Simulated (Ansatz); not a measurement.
**Geometry relaxation of CdF2**

- system: CdF2 (Fm-3m, 3 atoms in the cell)
- method: DFT, PBE-D4, plane waves, PAW, no spin polarisation (Ansatz 0.2.0)

The structure derives from an entry of the Crystallography Open Database. The geometry comes from this level: PBE. Figures and captions count atoms from 1; the log counts them from 0 in places.

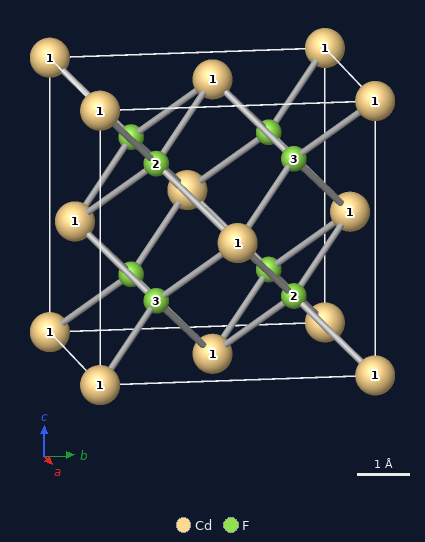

Figure 1. The starting structure (ball-and-stick view of the cell 4 times as large as that of the calculation, set on its symmetry axes, seen slightly off an axis; atoms are numbered from 1 in the order of the input).

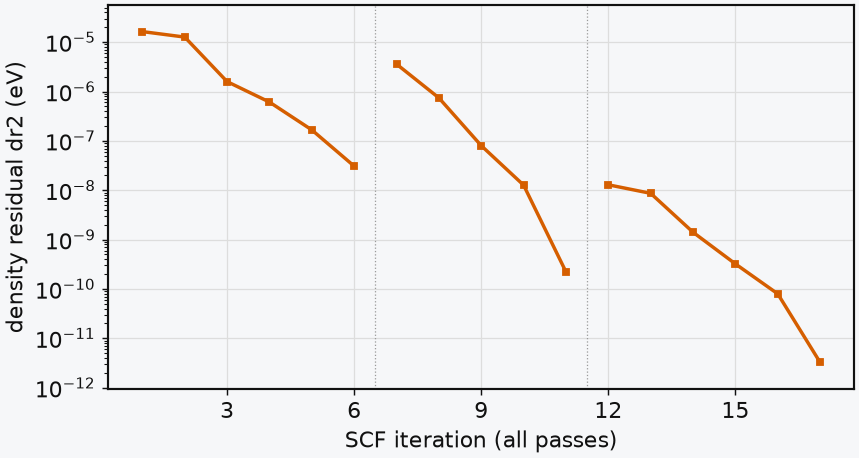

Figure 2. Convergence of the self-consistent field: density residual dr2 against the SCF iteration. The dotted lines part the SCF passes of the relaxation: geometry steps, rejected trials and re-solves on a re-selected basis. The passes take 6, 5 and 6 iterations.

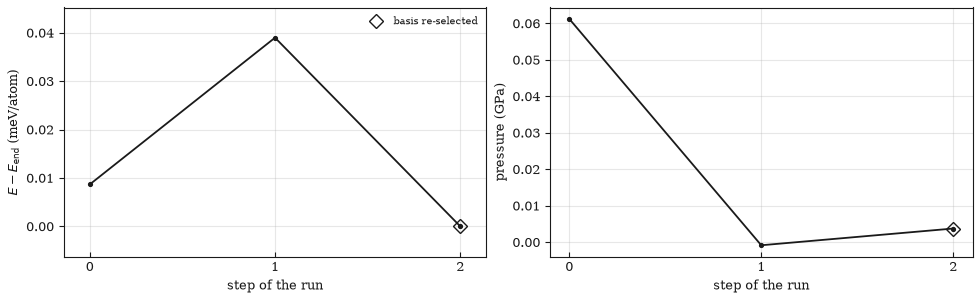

Figure 3. Progress of the relaxation, step by step (the first geometry is step 0 here and step 1 in the log). The atoms keep their places (all moves are under 0.005 Å). The lattice vectors keep their values. The space group stays Fm-3m (No. 225). Over 1 geometry step the energy rises by next to nothing (0.0 meV per atom). All forces vanish by symmetry, so only the cell relaxes. The pressure goes from 0.06 to 0.00 GPa. A last SCF at the same geometry on a re-selected plane-wave basis shifts the energy by next to nothing (0.0 meV per atom).

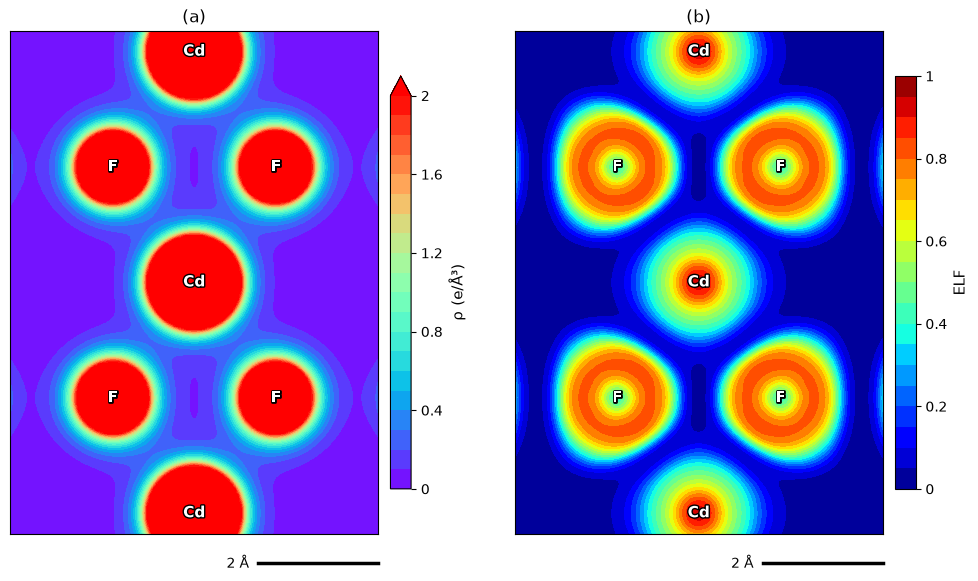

Figure 4. (a) valence electron density; (b) electron localisation function on the (110) plane of the conventional cell. Atoms in the plane: Cd and F. Cd–F (2.36 Å): the density is about 0.3 e/Å³ at the midpoint; the ELF is about 0.05 at the midpoint, which marks ionic bonding with no shared pair. Away from the nuclei the density in this plane falls to 0.006 e/Å³ at its lowest. The strong features right at Cd lie inside the PAW spheres (semicore, d or f shells) and say nothing about bonding. In a PAW calculation such maps are meaningful between the atoms, not at the nuclei.

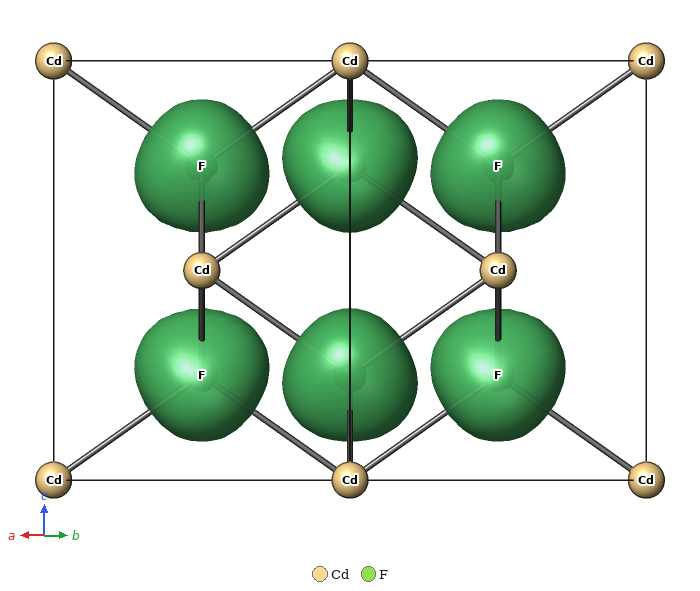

Figure 5. Isosurface of the ELF at 0.6 (green), seen along [110]. Only the valence region is drawn (cores and ρ < 0.01 e/Å³ removed). Sticks mark near contacts. The outline is the cell set on symmetry axes. Values along the shortest contacts:

The input that produced these results follows, with the program's output.

**Input**
```yaml
crystal:
  lattice:
    - [0.0, 2.7222408728, 2.7222408728]
    - [2.7222408728, 0.0, 2.7222408728]
    - [2.7222408728, 2.7222408728, 0.0]
  atoms:
    - { symbol: Cd, position: [0.0, 0.0, 0.0] }
    - { symbol: F, position: [0.25, 0.25, 0.25] }
    - { symbol: F, position: [0.75, 0.75, 0.75] }
kpoints:
  mp_grid: { grid: [8, 8, 8] }
hamiltonian:
  xc: pbe
  dispersion: d4
scf:
  occupations: { method: fermi_dirac, width: 0.02 }
relax:
  f_tol: 0.005
  cell: {}
output:
  write_density: true
  write_potential: true
  elf: true
  volumetric_format: npy
```

Command:
```bash
ansatz run input.yaml --threads 2 --pin off --max-ram 2211MiB --backend cpu --events-out ev --progress --plain --runs-dir out
```

**What the program printed**
```
Engine: ansatz 0.2.0, aarch64-unknown-linux-gnu
Pseudopotentials: kind: paw
Pseudopotential: Cd, paw, valence charge 20, recommended cutoff 420 eV (normal), Cd.paw.azcp
Pseudopotential: F, paw, valence charge 7, recommended cutoff 420 eV (normal), F.paw.azcp
Functional definition: PBE
  parameter kappa = 0.804
  parameter beta = 0.06672455060314922
  exchange = pbe_x(kappa = kappa, mu = beta*pi^2/3)
  correlation = pbe_c(beta = beta)
Crystal: 3 atoms, lattice volume = 40.347 Å³
Basis set: ecut = 420 eV, 749 PW (Γ), exchange–correlation on 54×54×54 points (8 copies of the dense FFT grid, shifted against one another)
Bands: 21, of which v1, the nominal top of the filled ones, is band 17 counted from 1 (16 counted from 0)
Symmetry: 48 space group operations
Space group: Fm-3m (ITA 225), of the structure as read, at distance tolerance 3.4e-5 Å
k-points: 29 of 512
Non-local potential: Cd, projectors of the file, l = 0: 3, l = 1: 2, l = 2: 2, l = 3: 1
Non-local potential: F, projectors of the file, l = 0: 2, l = 1: 2, l = 2: 1
PAW form: soft (Blöchl's): semilocal exchange-correlation on the pseudo side does not see the compensation charge
PAW one-centre angular grid: Cd, 590 points (default); XC on 64 Gauss nodes
PAW one-centre angular grid: F, 110 points (default); XC on 64 Gauss nodes
Initial density: superposition of atomic densities (neutral atoms: chi_scale 0, normalization atom), corrected by the library's trained network
Initial wavefunctions: pseudopotential atomic-orbital guess
Functional: x = pbe(κ = 0.804, μ = 0.2195149727645171), c = pbe(β = 0.06672455060314922)
SCF iter   1: F=—  HF=-9872.676941 eV  |F-HF|=—  |Δ(HF+E_count)|=         —  Δρ=4.95e-4  dr2=1.64e-5  ethr=1.77e-3  ⟨swp⟩=5.1  Hψ=2548  notcnv=0
preconditioner: auto → none  [insulator: Δε(μ)=2.987 eV  Ē_g=16.324 eV  σ=0.020 eV  W_gap=1.00  n_scr=14 (ndim 8)  ℏωp=29.8 eV  f_vac=0.137  D(μ)=0.00/eV (n_scr^D=0)  ε∞_Penn≈4.3]
SCF iter   2: F=—  HF=-9872.677964 eV  |F-HF|=—  |Δ(HF+E_count)|=   1.02e-3  Δρ=2.89e-4  dr2=1.27e-5  ethr=4.83e-8  ⟨swp⟩=3.0  Hψ=1693  notcnv=0
SCF iter   3: F=—  HF=-9872.678024 eV  |F-HF|=—  |Δ(HF+E_count)|=   5.98e-5  Δρ=1.60e-4  dr2=1.59e-6  ethr=3.75e-8  ⟨swp⟩=2.1  Hψ=972  notcnv=0
SCF iter   4: F=—  HF=-9872.678052 eV  |F-HF|=—  |Δ(HF+E_count)|=   2.83e-5  Δρ=7.52e-5  dr2=6.12e-7  ethr=4.66e-9  ⟨swp⟩=2.0  Hψ=953  notcnv=0
SCF iter   5: F=—  HF=-9872.678059 eV  |F-HF|=—  |Δ(HF+E_count)|=   6.58e-6  Δρ=2.72e-5  dr2=1.67e-7  ethr=1.80e-9  ⟨swp⟩=2.0  Hψ=944  notcnv=0
SCF iter   6: F=-9872.678059 eV  HF=-9872.678059 eV  |F-HF|=1.80e-8  |Δ(HF+E_count)|=   2.70e-7  Δρ=1.01e-5  dr2=3.08e-8  ethr=2.94e-10  ⟨swp⟩=6.9  Hψ=3224  notcnv=0
SCF 1 converged in 6 iterations: F = -9872.678059 eV  dr2 = 3.08e-8
  greatest PAW one-centre occupation: 1.000 electrons in one spin orbital (limit 2), on the Cd atom at site 0 (counted from 0), in its partial waves of l = 1
relax step   1: F+E_penalty+E_count = -9872.67805899 eV  Δ(F+E_penalty+E_count) = +0.000e0 eV  max|allowed force component| = 3.469e-18 eV/Å  Δτ_max = 0.0000 Å  P = +0.061 GPa  Ω = 40.347 Å³  (6 SCF iters, dr2 threshold 1.00e-7 eV, accepted)
Crystal: 3 atoms, lattice volume = 40.370 Å³
Initial density: handed on by an earlier stage of this run
Initial wavefunctions: those handed on with the density
iter 1 solved again at ethr=1.30e-8 eV; its pass at ethr=3.10e-3 eV (dr2=4.42e-6 eV) is discarded
SCF iter   1: F=—  HF=-9872.677806 eV  |F-HF|=—  |Δ(HF+E_count)|=         —  Δρ=7.85e-5  dr2=3.60e-6  ethr=1.30e-8  ⟨swp⟩=2.3  Hψ=2999  notcnv=0
preconditioner: auto → none  [insulator: Δε(μ)=2.987 eV  Ē_g=16.321 eV  σ=0.020 eV  W_gap=1.00  n_scr=14 (ndim 8)  ℏωp=29.8 eV  f_vac=0.137  D(μ)=0.00/eV (n_scr^D=0)  ε∞_Penn≈4.3]
SCF iter   2: F=—  HF=-9872.677968 eV  |F-HF|=—  |Δ(HF+E_count)|=   1.62e-4  Δρ=6.40e-5  dr2=7.44e-7  ethr=1.06e-8  ⟨swp⟩=2.0  Hψ=928  notcnv=0
SCF iter   3: F=—  HF=-9872.677968 eV  |F-HF|=—  |Δ(HF+E_count)|=   2.07e-7  Δρ=1.68e-5  dr2=8.01e-8  ethr=2.19e-9  ⟨swp⟩=2.1  Hψ=969  notcnv=0
SCF iter   4: F=—  HF=-9872.677968 eV  |F-HF|=—  |Δ(HF+E_count)|=   2.40e-8  Δρ=7.15e-6  dr2=1.27e-8  ethr=2.36e-10  ⟨swp⟩=2.8  Hψ=1101  notcnv=0
SCF iter   5: F=-9872.677968 eV  HF=-9872.677968 eV  |F-HF|=7.64e-11  |Δ(HF+E_count)|=   3.07e-9  Δρ=8.12e-7  dr2=2.22e-10  ethr=2.76e-11  ⟨swp⟩=6.1  Hψ=2883  notcnv=0
SCF 2 converged in 5 iterations: F = -9872.677968 eV  dr2 = 2.22e-10
relax step   2: F+E_penalty+E_count = -9872.67796782 eV  Δ(F+E_penalty+E_count) = +9.118e-5 eV  max|allowed force component| = 2.005e-17 eV/Å  Δτ_max = 0.0000 Å  P = -0.001 GPa  Ω = 40.370 Å³  energy of the carried Pulay correction = -9.567e-5 eV  (5 SCF iters, dr2 threshold 9.38e-9 eV, accepted)
Initial wavefunctions: pseudopotential atomic-orbital guess (no wavefunctions were taken with the density)
iter 1 solved again at ethr=1.51e-8 eV; its pass at ethr=3.10e-3 eV (dr2=5.13e-6 eV) is discarded
SCF iter   1: F=—  HF=-9872.677928 eV  |F-HF|=—  |Δ(HF+E_count)|=         —  Δρ=9.55e-6  dr2=1.29e-8  ethr=1.51e-8  ⟨swp⟩=3.0  Hψ=4304  notcnv=0
preconditioner: auto → none  [insulator: Δε(μ)=2.986 eV  Ē_g=16.321 eV  σ=0.020 eV  W_gap=1.00  n_scr=14 (ndim 8)  ℏωp=29.8 eV  f_vac=0.137  D(μ)=0.00/eV (n_scr^D=0)  ε∞_Penn≈4.3]
SCF iter   2: F=—  HF=-9872.678085 eV  |F-HF|=—  |Δ(HF+E_count)|=   1.57e-4  Δρ=7.43e-6  dr2=8.66e-9  ethr=3.81e-11  ⟨swp⟩=2.8  Hψ=1248  notcnv=0
SCF iter   3: F=—  HF=-9872.678085 eV  |F-HF|=—  |Δ(HF+E_count)|=  1.46e-11  Δρ=3.85e-6  dr2=1.41e-9  ethr=2.55e-11  ⟨swp⟩=3.0  Hψ=991  notcnv=0
SCF iter   4: F=—  HF=-9872.678085 eV  |F-HF|=—  |Δ(HF+E_count)|=   2.14e-9  Δρ=1.43e-6  dr2=3.22e-10  ethr=4.15e-12  ⟨swp⟩=2.3  Hψ=1045  notcnv=0
SCF iter   5: F=—  HF=-9872.678085 eV  |F-HF|=—  |Δ(HF+E_count)|=  1.26e-10  Δρ=5.30e-7  dr2=7.96e-11  ethr=1.00e-12  ⟨swp⟩=2.0  Hψ=986  notcnv=0
SCF iter   6: F=-9872.678085 eV  HF=-9872.678085 eV  |F-HF|=5.46e-12  |Δ(HF+E_count)|=  2.00e-11  Δρ=1.11e-7  dr2=3.25e-12  ethr=1.00e-12  ⟨swp⟩=5.0  Hψ=2436  notcnv=0
SCF 3 converged in 6 iterations: F = -9872.678085 eV  dr2 = 3.25e-12
relax step   3: F+E_penalty+E_count = -9872.67808455 eV  Δ(F+E_penalty+E_count) = -1.167e-4 eV  max|allowed force component| = 1.234e-17 eV/Å  Δτ_max = 0.0000 Å  P = +0.004 GPa  Ω = 40.370 Å³  stress off target by 3.75e-3 GPa  SCF on the basis re-selected at this cell (its energy is not comparable with the rows above)  (6 SCF iters)
basis re-selected at this cell: Δ(F+E_penalty+E_count) = -1.167e-4 eV, ΔP = +0.005 GPa vs the last step (what re-selecting the basis moved, of the pressure what is left beyond the Pulay correction that the steps carried, after the strain that the cell walked since its last selection, with what the two solves' SCF thresholds leave and, on support functions, any second-order correction that the steps lacked; it is no measure of the basis error at this ecutwfc). This SCF's stress stands 3.75e-3 GPa from its target on what of the cell is left free (relax.cell.stress_tol is 5.00e-2 GPa) and its largest allowed force component is 1.23e-17 eV/Å (relax.f_tol is 5.00e-3 eV/Å): within both
SCF converged after 6 iterations
Free energy (F): -9872.678085 eV
Harris-Foulkes:  -9872.678085 eV  (|F-HF|=5.46e-12)
Internal energy: -9872.678085 eV  (E = F + TS)
E sigma→0 (E₀):  -9872.678085 eV
Fermi energy:    7.482117 eV
--- Per-component energies (eV) ---
  E_band       = -496.046629
  E_kinetic    = 917.752753
  E_local      = -4299.208588  (includes V_loc(G=0)·N_el)
  E_nonlocal   = 184.031740
  E_hartree    = 1901.788236
  E_xc         = -335.016860
  E_vxc        = -424.399916  (∫ρ·V_xc dr)
  E_paw        = -4487.749299  (= ΣΔE_a)
  E_vpaw       = -677.803200  (= ΣTr[D̂ρ^β])
  E_aug_tail   = 0.004093  (compensation charges beyond the density's cutoff)
  E_ewald      = -3753.766489
  E_disp       = -0.513671  (pairwise vdW)
  E_smearing   = -0.000000  (= −TS)
  E_closure    = -0.000000  (closes the sum)
  Σ components = -9872.678085   (vs F -9872.678085, Δ=0.00e0)
--- Forces (eV/Å), atoms counted from 1 ---
  atom   1  Cd    -0.00000000     0.00000000     0.00000000
  atom   2  F     -0.00000000    -0.00000000    -0.00000000
  atom   3  F      0.00000000     0.00000000     0.00000000
  max |Σ_I F_I| component: 4.63e-18 eV/Å
--- Stress (GPa, compression-positive) ---
        0.003754      -0.000000       0.000000
       -0.000000       0.003754      -0.000000
       -0.000000       0.000000       0.003754
  P = ⅓ Tr σ = 0.0038 GPa (0.038 kbar)
--- Band table (eV; the first three rows and the last of 29) ---
  k-point 0: bands = ["-92.4867", "-53.5909", "-53.5909", "-53.5909", "-14.6591", "-13.6456", "0.4472", "0.4472", "0.4472", "1.5182", "1.5182", "5.0690", "5.0690", "5.0690", "5.4327", "5.4327", "5.4327", "8.9535", "18.5147", "18.5147", "18.5147"]
  k-point 1: bands = ["-92.4867", "-53.5912", "-53.5910", "-53.5910", "-14.6134", "-13.6858", "0.5009", "0.5009", "0.5987", "1.5032", "1.5032", "4.5993", "4.9574", "4.9574", "5.3459", "5.4539", "5.4539", "9.5188", "17.8075", "18.7315", "18.7315"]
  k-point 2: bands = ["-92.4866", "-53.5920", "-53.5911", "-53.5911", "-14.4890", "-13.7946", "0.6241", "0.6241", "1.0034", "1.4922", "1.4922", "3.8976", "4.6822", "4.6822", "4.8648", "5.4985", "5.4985", "10.7844", "16.6404", "19.2897", "19.2897"]
  k-point 28: bands = ["-92.4866", "-53.5923", "-53.5923", "-53.5917", "-14.1087", "-14.1087", "0.9988", "1.3074", "1.3298", "1.4472", "1.4472", "2.5873", "3.4537", "4.5072", "4.5072", "5.4282", "5.9676", "13.7930", "17.3790", "17.4393", "17.4393"]
--- Relaxed structure (2 steps of the walk, 2 accepted, 1 SCFs on fresh bases) ---
  F+E_penalty+E_count = -9872.67808455 eV   max|allowed force component| = 1.234e-17 eV/Å   (the final SCF, on the basis selected at the relaxed cell)
  cell:  # Å, volume = 40.3705 Å³
    - [0.0, 2.72277186116534, 2.72277186116534]
    - [2.72277186116534, 1.5286116098686772e-34, 2.72277186116534]
    - [2.72277186116534, 2.72277186116534, 0.0]
  atoms:
    - { symbol: Cd, position: [8.65925579327728e-36, -1.5660356221884442e-35, 6.141316165444559e-38] }
    - { symbol: F, position: [0.25, 0.25, 0.25] }
    - { symbol: F, position: [0.7499999999999999, 0.7499999999999999, 0.7499999999999999] }
```

**Trajectory as extended XYZ (Å, eV, eV/Å), 3 frames, from step=1 to step=3**
```
3
Lattice="0.0000 2.7222 2.7222 2.7222 0.0000 2.7222 2.7222 2.7222 0.0000" Properties=species:S:1:pos:R:3:forces:R:3 step=1 energy=-9872.67806 pressure_GPa=0.06
Cd    0.0000    0.0000    0.0000    0.0000   0.0000   0.0000
F     1.3611    1.3611    1.3611    0.0000   0.0000   0.0000
F     4.0834    4.0834    4.0834    0.0000   0.0000   0.0000
3
Lattice="0.0000 2.7228 2.7228 2.7228 0.0000 2.7228 2.7228 2.7228 0.0000" Properties=species:S:1:pos:R:3:forces:R:3 step=2 energy=-9872.67797 pressure_GPa=-0.00
Cd    0.0000    0.0000    0.0000    0.0000   0.0000   0.0000
F     1.3614    1.3614    1.3614    0.0000   0.0000   0.0000
F     4.0842    4.0842    4.0842    0.0000   0.0000   0.0000
3
Lattice="0.0000 2.7228 2.7228 2.7228 0.0000 2.7228 2.7228 2.7228 0.0000" Properties=species:S:1:pos:R:3:forces:R:3 step=3 energy=-9872.67808 pressure_GPa=0.00
Cd    0.0000    0.0000    0.0000    0.0000   0.0000   0.0000
F     1.3614    1.3614    1.3614    0.0000   0.0000   0.0000
F     4.0842    4.0842    4.0842    0.0000   0.0000   0.0000
```

**Results in brief**

| quantity | value |
| --- | --- |
| outcome | converged |
| space group (tolerance 0.01 Å) | Fm-3m (225) |
| electrons treated | 34 |
| free energy | −9872.6781 eV |
| Fermi energy | 7.482 eV |
| gap on the k-point mesh | 2.99 eV |
| pressure | 0.00 GPa |
| final volume | 40.37 Å³ |
| largest force (length of the vector) at the end | under 0.001 eV/Å |
| final cell | a = 3.851 Å, b = 3.851 Å, c = 3.851 Å, α = 60.00°, β = 60.00°, γ = 60.00° |
| hardware | 2 threads of an Arm (aarch64) CPU, shared host |
| wall time | 5.2 s (CPU time 9.4 s) |
| peak memory | 0.33 GiB |
